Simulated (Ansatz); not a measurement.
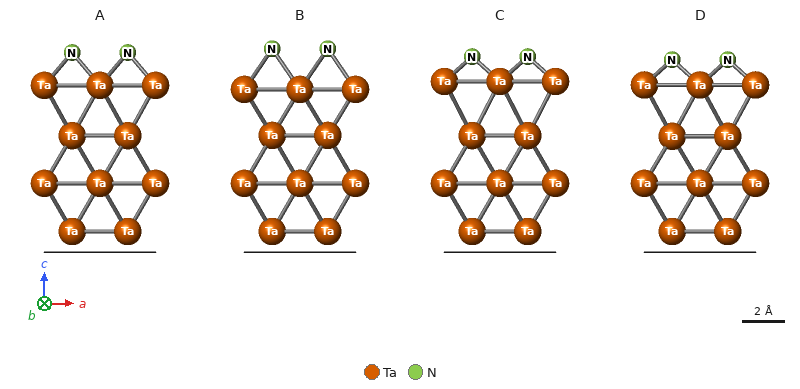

4 geometries from one constrained relaxation of a slab of composition Ta4N (cut from the Im-3m phase), in shuffled order. A ball-and-stick model of the 2 × 3 repeat of the cell, outlined in the plane, without the vacuum, seen along the b axis.

Case: N put at a bridge Ta-Ta site. The slab is the (1 1 0) face of Ta with N on it. 2 atoms are held fixed.

Theory: DFT PBEsol, scalar-relativistic, plane waves, PAW in Ansatz. Settings: plane-wave cutoff 420 eV; k-point mesh 11 × 11 × 1; occupations gaussian; smearing width 0.1 eV; no spin polarisation; dipole correction; atoms relaxed in a fixed cell; force threshold 0.03 eV/Å; at most 70 steps.

Put them in the order of the run, from the start to the converged end.

Answer. B, A, C, D. They are steps 0, 1, 2, 6, at +3.140 eV per cell of the calculation, +1.184 eV per cell of the calculation, +51.6 meV per cell of the calculation relative to the last. The largest move is that of the N atom, 0.52 Å along the normal (−c). By element the largest moves are N 0.52 Å, Ta 0.21 Å. The cell stays as it was. Among the contacts that change: N–Ta 2.421 → 1.873 Å, N–Ta 3.353 → 2.982 Å, Ta–Ta 2.759 → 2.969 Å, Ta–Ta 3.210 → 3.392 Å. Among the angles between lasting bonds that change: Ta–N–Ta 71.9° → 98.6°. The energy falls by 3.140 eV per cell of the calculation in 5 accepted moves (6 points after the start). Largest force component: 4.9 eV/Å at the start, 0.0032 eV/Å at the end. The line search rejected the trial step at point 3 of the run. Cost: 2.5 min on 2 threads of Intel(R) Xeon(R) Platinum 8488C (Sapphire Rapids), on a shared host, peak memory 0.67 GiB.

Limits of the set-up: the cell has an odd number of electrons but was run without spin polarisation; the periodic images lie only 2.8 Å apart, so the values are limited by the cell's size.
